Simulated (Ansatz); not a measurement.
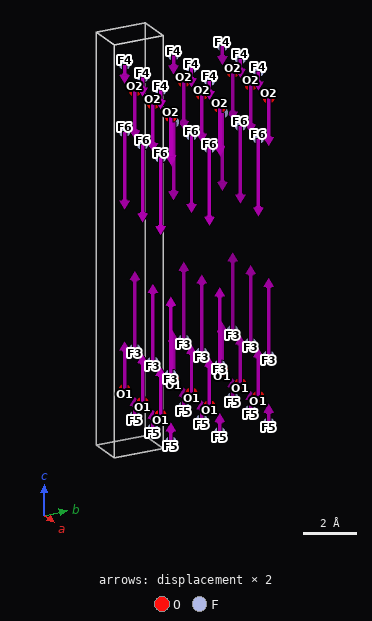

A relaxation of crystalline OF2 (built on the MoS2-164 type type). The starting structure is drawn; purple arrows show the displacements (the part carried along by the change of the cell is left out), magnified 2 times.

The picture is a ball-and-stick view of the cell of the calculation, repeated 3 × 3 × 1 with one cell outlined, seen slightly off an axis.

Theory: Ansatz 0.2.0, DFT, r2SCAN+rVV10, plane waves, PAW. (plane-wave cutoff 500 eV; k-point mesh 12 × 12 × 2; occupations fermi dirac; smearing width 0.03 eV; no spin polarisation; cell and atoms relaxed; force threshold 0.01 eV/Å; at most 120 steps)

Which element moves most?

Answer. Fluorine: up to 1.55 Å, against 0.98 Å for oxygen.

Describe the change and its energy.

Answer. After 23 accepted moves (27 points after the start) the energy has fallen by 29.7 meV per atom. The largest force component goes from 0.16 to 0.00056 eV/Å. Pressure: −0.36 GPa at the start and 0.00 GPa at the end. The line search rejected the trial steps at points 11, 21 of the run. The SCF was repeated twice at an unchanged geometry on a basis and grid sized afresh for the cell, which shifted the energy by 5.1 meV per atom at most. The largest moves relative to the cell, 1.55 Å, are those of F3 and F6. F6 goes along −c. By element the largest moves are F 1.55 Å, O 0.98 Å. Cell: a = b 2.630 → 2.590 Å (−1.5 %), c 15.983 → 9.423 Å (−41.0 %). Volume −42.9 %. The space group (tolerance 0.01 Å) goes from P-3m1 (No. 164) to P6_3/mmc (No. 194). The run took 3.8 min on 2 threads of AMD EPYC 7R43 64-Core Processor (Zen 3) (shared host), peak memory 0.82 GiB.
